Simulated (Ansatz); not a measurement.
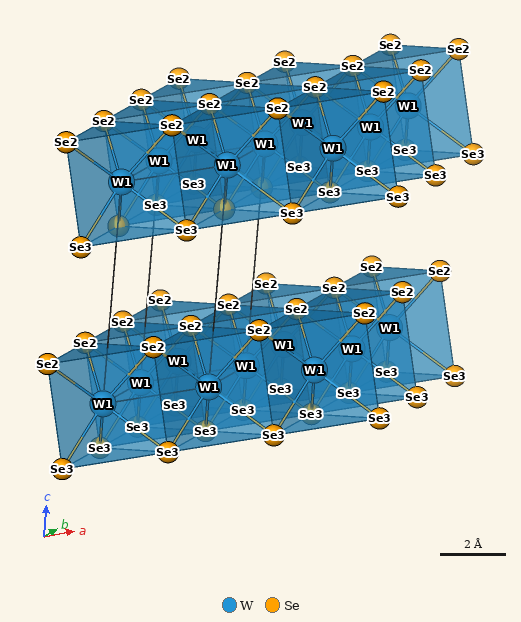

**Figure 1.** The input geometry of the first run (polyhedral view of the reduced cell, repeated 2 × 2 × 1, seen slightly off an axis; polyhedra are completed across the faces of the cell; atoms are numbered from 1 in the order of the input).

# Two runs on WSe₂

System: WSe₂ (3 atoms in the cell).
Method of the first run: DFT, r2SCAN, plane waves, PAW, no spin polarisation (Ansatz 0.2.0).

The structure was built on a prototype by a generator. The geometry comes from this level: r2scan-rvv10 (a point of a series of strains). Text and figures count atoms from 1; the logs count them from 0 in places.

### Input file, the first run
```yaml
crystal:
  lattice:
    - [1.6869022614, 0.9532479933, 6.5796479418]
    - [-1.6869022614, 0.9532479933, 6.5796479418]
    - [0.0, -1.9064959865, 6.5796479418]
  atoms:
    - { symbol: W, position: [-0.0009230983, -0.0009230983, 0.0018000604] }
    - { symbol: Se, position: [0.4175531636, 0.4175531636, 0.4160044205] }
    - { symbol: Se, position: [0.2500366014, 0.2500366014, 0.2488621857] }
kpoints:
  mp_grid: { grid: [10, 10, 10] }
  band_path:
    path:
      - [0.0, 0.0, 0.0]
      - [-0.5, -0.5, -0.5]
      - [-0.5, -0.1806598082, -0.8193401918]
      - [-0.1806598082, 0.1806598082, -0.5]
      - [0.0, 0.0, -0.5]
      - [0.0, 0.3403299041, -0.3403299041]
      - [-0.3403299041, 0.0, -0.6596700959]
      - [-0.5, 0.0, -0.5]
      - [0.0, 0.1701649521, -0.1701649521]
      - [-0.1625938274, 0.1625938274, -0.5]
    npoints: 1
hamiltonian:
  xc: r2scan
scf:
  occupations: { method: fixed }
  n_extra_bands: 4
output:
  forces: true
  stress: true
  eigenvalues: true
```

Hardware: 4 threads of an Arm (aarch64) CPU, shared host.

### Output, shortened to warnings, some set-up lines, iterations and results (the first run)
```
Basis set: ecut = 500 eV, 1609 PW (Γ), FFT grids on a1−a3, a2−a3, a3, exchange–correlation on 100×100×200 points (64 copies of the dense FFT grid, shifted against one another)
Symmetry: 2 space group operations
k-points: 282 of 1000 (time reversal used)
Initial density: superposition of atomic densities (neutral atoms: chi_scale 0, normalization atom), corrected by the library's trained network
[...]
SCF iter   1: F=—  HF=-21355.304733 eV  |F-HF|=—  |Δ(HF+E_count)|=         —  Δρ=5.59e-3  dr2=1.68e-2  dr2_τ=4.18e-2  ethr=1.77e-3  ⟨swp⟩=4.8  Hψ=26723  notcnv=0  defer=551
SCF iter   2: F=—  HF=-21355.363243 eV  |F-HF|=—  |Δ(HF+E_count)|=   5.85e-2  Δρ=3.68e-3  dr2=4.30e-3  dr2_τ=5.81e-4  ethr=3.66e-5  ⟨swp⟩=2.7  Hψ=16970  notcnv=0  defer=560
SCF iter   3: F=—  HF=-21355.367254 eV  |F-HF|=—  |Δ(HF+E_count)|=   4.01e-3  Δρ=1.43e-3  dr2=7.70e-4  dr2_τ=5.55e-5  ethr=9.36e-6  ⟨swp⟩=2.0  Hψ=10152  notcnv=0  defer=564
SCF iter   4: F=—  HF=-21355.367935 eV  |F-HF|=—  |Δ(HF+E_count)|=   6.82e-4  Δρ=1.88e-4  dr2=2.51e-5  dr2_τ=1.30e-6  ethr=1.67e-6  ⟨swp⟩=2.0  Hψ=11562  notcnv=0  defer=564
SCF iter   5: F=—  HF=-21355.367941 eV  |F-HF|=—  |Δ(HF+E_count)|=   5.80e-6  Δρ=8.66e-5  dr2=1.11e-5  dr2_τ=6.09e-7  ethr=5.46e-8  ⟨swp⟩=2.0  Hψ=12862  notcnv=0  defer=108
SCF iter   6: F=—  HF=-21355.367942 eV  |F-HF|=—  |Δ(HF+E_count)|=   7.74e-7  Δρ=3.46e-5  dr2=1.37e-6  dr2_τ=3.66e-8  ethr=2.40e-8  ⟨swp⟩=2.0  Hψ=8258  notcnv=0  defer=86
SCF iter   7: F=-21355.367942 eV  HF=-21355.367942 eV  |F-HF|=1.99e-8  |Δ(HF+E_count)|=   3.02e-7  Δρ=8.77e-6  dr2=6.78e-8  dr2_τ=2.52e-9  ethr=2.17e-10  ⟨swp⟩=6.9  Hψ=39221  …
SCF 1 converged in 7 iterations: F = -21355.367942 eV  dr2 = 6.78e-8
NSCF: frozen V_eff on 10 k-points
SCF converged after 7 iterations
Free energy (F): -21355.367942 eV
Harris-Foulkes:  -21355.367942 eV  (|F-HF|=1.99e-8)
Internal energy: -21355.367942 eV  (E = F + TS)
E sigma→0 (E₀):  -21355.367942 eV
Fermi energy:    12.102135 eV
--- Per-component energies (eV) ---
  E_band       = -917.537110
  E_kinetic    = 689.391845
  E_local      = -5979.173436  (includes V_loc(G=0)·N_el)
  E_nonlocal   = -1188.185850
  E_hartree    = 2864.599468
  E_xc         = -446.131814
  E_vxc        = -472.011993  (∫ρ·V_xc dr)
  E_paw        = -12443.769406  (= ΣΔE_a)
  E_vpaw       = 279.494473  (= ΣTr[D̂ρ^β])
  E_aug_tail   = -0.000478  (compensation charges beyond the density's cutoff)
  E_vtau       = 23.743359  (kinetic-family band-sum trace: ∫τ·v_τ [+ j·A + Jᵃ·Aᵃ] dr)
  E_ewald      = -4847.980783
  E_core_change = -4.117489  (= ΣΔE_core)
  E_smearing   = -0.000000  (= −TS)
  E_closure    = 0.000000  (closes the sum)
  Σ components = -21355.367942   (vs F -21355.367942, Δ=0.00e0)
--- Forces (eV/Å), atoms counted from 1 ---
  atom   1  W      0.00000000     0.00006407     0.00036358
  atom   2  Se     0.00000000    -0.00008349    -0.03802497
  atom   3  Se     0.00000000     0.00000994     0.03766260
  max |Σ_I F_I| component: 9.48e-6 eV/Å
--- Stress (GPa, compression-positive) ---
       -2.733347       0.000000       0.000000
        0.000000       0.363713      -0.068767
        0.000000      -0.068767       0.901690
  P = ⅓ Tr σ = -0.4893 GPa (-4.893 kbar)
```

For the second run the input was changed thus:
```diff
-  xc: r2scan
+  xc: pbe
-  occupations: { method: fixed }
+  occupations: { method: fermi_dirac, width: 0.02 }
```

Predict how the results change.

The total energies belong to different methods, so their difference says nothing on which is more stable or more accurate. The gap on the mesh goes from 1.20 to 1.08 eV. The pressure goes from −0.49 to 1.56 GPa. The largest force goes from 0.038 to 0.261 eV/Å. The functional changes from r2SCAN to PBE. The number of SCF iterations is the same. The default cutoff goes from 500 to 420 eV with the change. The plane waves at Γ go from 1609 to 1251.

### Output, shortened to warnings, some set-up lines, iterations and results (the second run)
```
Basis set: ecut = 420 eV, 1251 PW (Γ), FFT grids on a1−a3, a2−a3, a3, exchange–correlation on 48×48×96 points (8 copies of the dense FFT grid, shifted against one another)
Symmetry: 2 space group operations
k-points: 282 of 1000 (time reversal used)
Initial density: superposition of atomic densities (neutral atoms: chi_scale 0, normalization atom), corrected by the library's trained network
[...]
SCF iter   1: F=—  HF=-21324.611900 eV  |F-HF|=—  |Δ(HF+E_count)|=         —  Δρ=4.25e-3  dr2=3.31e-3  ethr=1.77e-3  ⟨swp⟩=6.3  Hψ=31191  notcnv=0
SCF iter   2: F=—  HF=-21324.616214 eV  |F-HF|=—  |Δ(HF+E_count)|=   4.31e-3  Δρ=2.44e-3  dr2=9.53e-4  ethr=7.19e-6  ⟨swp⟩=2.2  Hψ=15083  notcnv=0
SCF iter   3: F=—  HF=-21324.618351 eV  |F-HF|=—  |Δ(HF+E_count)|=   2.14e-3  Δρ=3.75e-4  dr2=1.04e-4  ethr=2.07e-6  ⟨swp⟩=2.0  Hψ=11379  notcnv=0
SCF iter   4: F=—  HF=-21324.618377 eV  |F-HF|=—  |Δ(HF+E_count)|=   2.65e-5  Δρ=7.87e-5  dr2=3.09e-6  ethr=2.26e-7  ⟨swp⟩=2.1  Hψ=11270  notcnv=0
SCF iter   5: F=—  HF=-21324.618380 eV  |F-HF|=—  |Δ(HF+E_count)|=   2.79e-6  Δρ=2.51e-5  dr2=8.16e-7  ethr=6.72e-9  ⟨swp⟩=2.0  Hψ=13818  notcnv=0
SCF iter   6: F=—  HF=-21324.618380 eV  |F-HF|=—  |Δ(HF+E_count)|=   2.29e-7  Δρ=1.17e-5  dr2=1.24e-7  ethr=1.77e-9  ⟨swp⟩=2.0  Hψ=13818  notcnv=0
SCF iter   7: F=-21324.618380 eV  HF=-21324.618380 eV  |F-HF|=1.16e-8  |Δ(HF+E_count)|=   1.69e-7  Δρ=4.55e-6  dr2=3.19e-8  ethr=2.17e-10  ⟨swp⟩=4.3  Hψ=28290  notcnv=0
SCF 1 converged in 7 iterations: F = -21324.618380 eV  dr2 = 3.19e-8
NSCF: frozen V_eff on 10 k-points
SCF converged after 7 iterations
Free energy (F): -21324.618380 eV
Harris-Foulkes:  -21324.618380 eV  (|F-HF|=1.16e-8)
Internal energy: -21324.618380 eV  (E = F + TS)
E sigma→0 (E₀):  -21324.618380 eV
Fermi energy:    12.794922 eV
--- Per-component energies (eV) ---
  E_band       = -875.371994
  E_kinetic    = 688.475951
  E_local      = -5977.488823  (includes V_loc(G=0)·N_el)
  E_nonlocal   = -1189.785059
  E_hartree    = 2863.797949
  E_xc         = -476.039285
  E_vxc        = -436.123785  (∫ρ·V_xc dr)
  E_paw        = -12385.597085  (= ΣΔE_a)
  E_vpaw       = 311.960529  (= ΣTr[D̂ρ^β])
  E_aug_tail   = -0.001247  (compensation charges beyond the density's cutoff)
  E_ewald      = -4847.980783
  E_smearing   = -0.000000  (= −TS)
  E_closure    = -0.000000  (closes the sum)
  Σ components = -21324.618380   (vs F -21324.618380, Δ=0.00e0)
--- Forces (eV/Å), atoms counted from 1 ---
  atom   1  W      0.00000000    -0.02093085     0.00128406
  atom   2  Se     0.00000000     0.00980737     0.25959527
  atom   3  Se     0.00000000     0.01112715    -0.26085692
  max |Σ_I F_I| component: 2.24e-5 eV/Å
--- Stress (GPa, compression-positive) ---
       -1.091536       0.000000       0.000000
        0.000000       1.844145      -0.062694
        0.000000      -0.062694       3.935170
  P = ⅓ Tr σ = 1.5626 GPa (15.626 kbar)
```

### The two runs side by side

| quantity | the first run | the second run |
| --- | --- | --- |
| outcome | converged | converged |
| free energy per atom (eV) | −7118.4560 | −7108.2061 |
| gap on the mesh (eV) | 1.20 | 1.08 |
| pressure (GPa) | −0.49 | 1.56 |
| largest force (eV/Å) | 0.038 | 0.261 |
| SCF iterations | 7 | 7 |
| irreducible k-points | 282 | 282 |
| plane waves at Γ | 1609 | 1251 |
| wall time (shared host) | 30 s | 14 s |

For both runs: Spin–orbit coupling is left out, which matters for W.
